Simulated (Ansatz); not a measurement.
**Single-point calculation, with input and output: Ta**

- system: Ta (I4/mmm, 1 atom in the cell)
- method: DFT r2SCAN, scalar-relativistic, plane waves, PAW, no spin polarisation (Ansatz 0.2.0)

The structure derives from an entry of the Crystallography Open Database. It belongs to a series of runs on one base structure; here: ratio of the length along z to the lengths across it x 0.65, volume and fractional coordinates fixed.

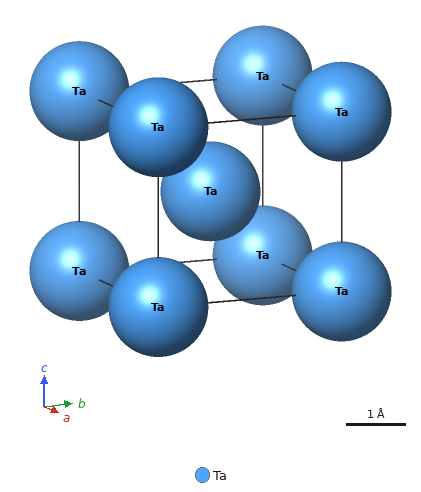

**Figure 1.** The structure as given in the input (spheres-only view of the cell 2 times as large as that of the calculation, set on its symmetry axes, seen slightly off an axis). An atom can appear more than once, as a periodic image.

### Input file
```yaml
crystal:
  lattice:
    - [0.0, 2.4288080999, 1.5787252649]
    - [2.4288080999, 0.0, 1.5787252649]
    - [2.4288080999, 2.4288080999, 0.0]
  atoms:
    - { symbol: Ta, position: [0.0, 0.0, 0.0] }
basis:
  ecutwfc: 500
kpoints:
  mp_grid: { grid: [28, 28, 28] }
hamiltonian:
  xc: r2scan
scf:
  occupations: { method: gaussian, width: 0.15 }
output:
  forces: true
  stress: true
  eigenvalues: true
  write_density: true
  write_potential: true
  elf: true
  volumetric_format: npy
```

Machine: 1 thread of AMD EPYC (Zen 5), 32 GiB of memory available, shared host.

Command:
```bash
ansatz run input.yaml --threads 1 --pin off --max-ram 2560MiB --backend cpu --events-out ev --progress --plain --runs-dir out
```

### What the program printed
```
Engine: ansatz 0.2.0, x86_64-unknown-linux-gnu
Pseudopotentials: kind: paw
Pseudopotential: Ta, paw, valence charge 13, recommended cutoff 500 eV (meta_gga), Ta.paw.azcp
Functional definition: r2SCAN
  parameter k0 = 0.174
  parameter k1 = 0.065
  parameter a1 = 4.9479
  exchange = r2scan_x(k0 = k0, k1 = k1, a1 = a1)
  correlation = r2scan_c
Crystal: 1 atoms, lattice volume = 18.626 Å³
Basis set: ecut = 500 eV, 489 PW (Γ), exchange–correlation on 96×96×108 points (64 copies of the dense FFT grid, shifted against one another)
Bands: 11, of which v1, the nominal top of the filled ones, is band 7 counted from 1 (6 counted from 0)
Symmetry: 16 space group operations
Space group: I4/mmm (ITA 139), of the structure as read, at distance tolerance 2.7e-5 Å
k-points: 1639 of 21952
Non-local potential: Ta, projectors of the file, l = 0: 3, l = 1: 2, l = 2: 2, l = 3: 1
PAW form: soft (Blöchl's): semilocal exchange-correlation on the pseudo side does not see the compensation charge
PAW frozen core: Ta, regenerated for the run's functional (the file was generated under x = pbe(κ = 0.804, μ = 0.2195149727645171), c = pbe(β = 0.06672455060314922))
PAW one-centre angular grid: Ta, 590 points (default); XC on 160 Gauss nodes
Initial density: superposition of atomic densities (neutral atoms: chi_scale 0, normalization atom), corrected by the library's trained network
Initial wavefunctions: pseudopotential atomic-orbital guess
Functional: x = r2scan, c = r2scan; τ floored in thin density (d = 2e-4 eV/Å³)
SCF iter   1: F=—  HF=-9944.274827 eV  |F-HF|=—  |Δ(HF+E_count)|=         —  Δρ=6.35e-3  dr2=1.83e-3  dr2_τ=1.43e-2  ethr=1.77e-3  ⟨swp⟩=5.1  Hψ=105042  notcnv=0
preconditioner: auto → none  [metal: Δε(μ)=0.001 eV  Ē_g=8.459 eV  σ=0.150 eV  W_gap=0.00  n_scr=0 (ndim 8)  ℏωp=19.2 eV  f_vac=0.000  D(μ)=1.39/eV (n_scr^D=16)]
SCF iter   2: F=—  HF=-9944.290222 eV  |F-HF|=—  |Δ(HF+E_count)|=   1.54e-2  Δρ=3.71e-3  dr2=7.16e-4  dr2_τ=2.32e-4  ethr=1.41e-5  ⟨swp⟩=2.3  Hψ=40589  notcnv=0  defer=1
SCF iter   3: F=—  HF=-9944.291073 eV  |F-HF|=—  |Δ(HF+E_count)|=   8.51e-4  Δρ=3.66e-4  dr2=2.28e-5  dr2_τ=1.33e-5  ethr=5.51e-6  ⟨swp⟩=2.0  Hψ=25847  notcnv=0  defer=1
SCF iter   4: F=—  HF=-9944.291070 eV  |F-HF|=—  |Δ(HF+E_count)|=   2.38e-6  Δρ=1.60e-4  dr2=1.93e-6  dr2_τ=1.13e-6  ethr=1.75e-7  ⟨swp⟩=2.7  Hψ=27125  notcnv=0  defer=1
SCF iter   5: F=—  HF=-9944.291071 eV  |F-HF|=—  |Δ(HF+E_count)|=   9.44e-7  Δρ=6.78e-5  dr2=3.47e-7  dr2_τ=1.07e-7  ethr=1.49e-8  ⟨swp⟩=1.3  Hψ=18853  notcnv=0  defer=1
SCF iter   6: F=-9944.291071 eV  HF=-9944.291071 eV  |F-HF|=1.72e-9  |Δ(HF+E_count)|=   1.35e-7  Δρ=1.04e-5  dr2=8.47e-9  dr2_τ=5.80e-9  ethr=7.69e-10  ⟨swp⟩=9.9  Hψ=124960  notcnv=0
SCF 1 converged in 6 iterations: F = -9944.291071 eV  dr2 = 8.47e-9
  greatest PAW one-centre occupation: 0.998 electrons in one spin orbital (limit 2), on the Ta atom at site 0 (counted from 0), in its partial waves of l = 0
SCF converged after 6 iterations
Free energy (F): -9944.291071 eV
Harris-Foulkes:  -9944.291071 eV  (|F-HF|=1.72e-9)
Internal energy: -9944.275481 eV  (E = F + TS)
E sigma→0 (E₀):  -9944.283276 eV
Entropy (-TS):   -0.015590 eV (-15.590 meV/atom)
Fermi energy:    17.813792 eV
--- Per-component energies (eV) ---
  E_band       = -125.891228
  E_kinetic    = 365.807558
  E_local      = -567.270595  (includes V_loc(G=0)·N_el)
  E_nonlocal   = 14.631735
  E_hartree    = 195.714885
  E_xc         = -203.994135
  E_vxc        = -221.446512  (∫ρ·V_xc dr)
  E_paw        = -8422.794204  (= ΣΔE_a)
  E_vpaw       = -120.216725  (= ΣTr[D̂ρ^β])
  E_aug_tail   = 0.000076  (compensation charges beyond the density's cutoff)
  E_vtau       = 11.173702  (kinetic-family band-sum trace: ∫τ·v_τ [+ j·A + Jᵃ·Aᵃ] dr)
  E_ewald      = -1325.614523
  E_core_change = -0.756280  (= ΣΔE_core)
  E_smearing   = -0.015590  (= −TS)
  E_closure    = 0.000000  (closes the sum)
  Σ components = -9944.291071   (vs F -9944.291071, Δ=0.00e0)
--- Forces (eV/Å), atoms counted from 1 ---
  atom   1  Ta     0.00000000     0.00000000     0.00000000
  max |Σ_I F_I| component: 2.16e-32 eV/Å
--- Stress (GPa, compression-positive) ---
       -7.348039       0.000000      -0.000000
        0.000000      -7.348039       0.000000
       -0.000000      -0.000000      -1.246501
  P = ⅓ Tr σ = -5.3142 GPa (-53.142 kbar)
--- Band table (eV; the first three rows and the last of 1639) ---
  k-point 0: bands = ["-51.2062", "-16.5179", "-16.5179", "-16.5011", "9.6203", "17.9127", "19.0897", "19.0897", "21.1342", "22.7134", "32.4611"]
  k-point 1: bands = ["-51.2048", "-16.5277", "-16.5227", "-16.5069", "9.6795", "17.9261", "19.0705", "19.0878", "21.1325", "22.6558", "32.5692"]
  k-point 2: bands = ["-51.2006", "-16.5691", "-16.5369", "-16.5116", "9.8549", "17.9429", "19.0050", "19.1098", "21.1339", "22.5077", "32.8880"]
  k-point 1638: bands = ["-51.0190", "-17.3384", "-17.3384", "-17.1436", "13.9584", "14.1431", "24.5616", "24.5616", "24.8340", "25.7008", "25.7008"]
```

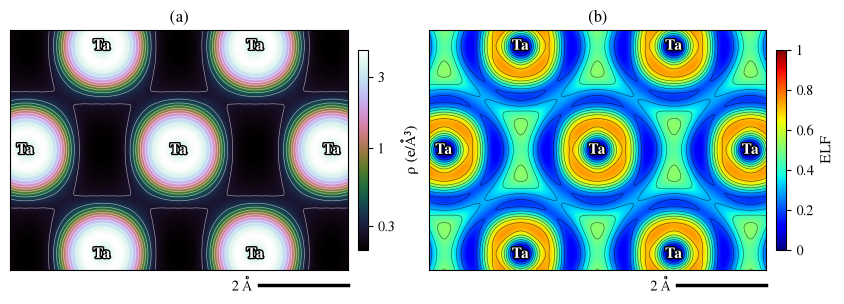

**Figure 2.** (a) valence pseudo-density; (b) ELF on the (011̄) plane of the conventional cell. Atoms in the plane: Ta. Ta–Ta (2.90 Å): ρ at the midpoint is about 0.29 e/Å³; the ELF is about 0.30 at the midpoint; no shared electron pair. Away from the nuclei the density in this plane falls to 0.21 e/Å³ at its lowest. The strong features right at Ta lie inside the PAW spheres (semicore, d or f shells) and say nothing about bonding. The fields are those of the smooth PAW valence density.

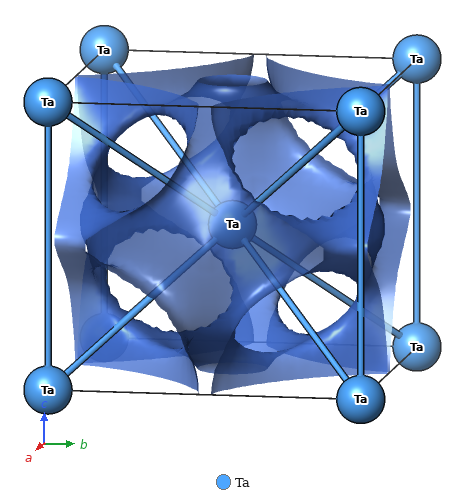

**Figure 3.** Isosurface of the electron localisation function at 0.45 (blue), seen slightly off an axis. Only the valence region is drawn (cores and ρ < 0.01 e/Å³ removed). Sticks mark near contacts. The outline is the cell set on symmetry axes. Along the contacts the grid gives the following. Ta–Ta (2.90 Å): the ELF is about 0.30 at the midpoint; no shared electron pair.

### Results in brief

- outcome: converged
- space group (tolerance 0.01 Å): I4/mmm (139)
- electrons treated: 13
- free energy: −9944.2911 eV
- Fermi energy: 17.814 eV
- gap on the k-point mesh: none (metallic)
- pressure: −5.31 GPa
- largest force (length of the vector): under 0.001 eV/Å
- wall time: 16 s
- peak memory: 0.78 GiB

### Remarks

Spin–orbit coupling is left out, which matters for Ta.
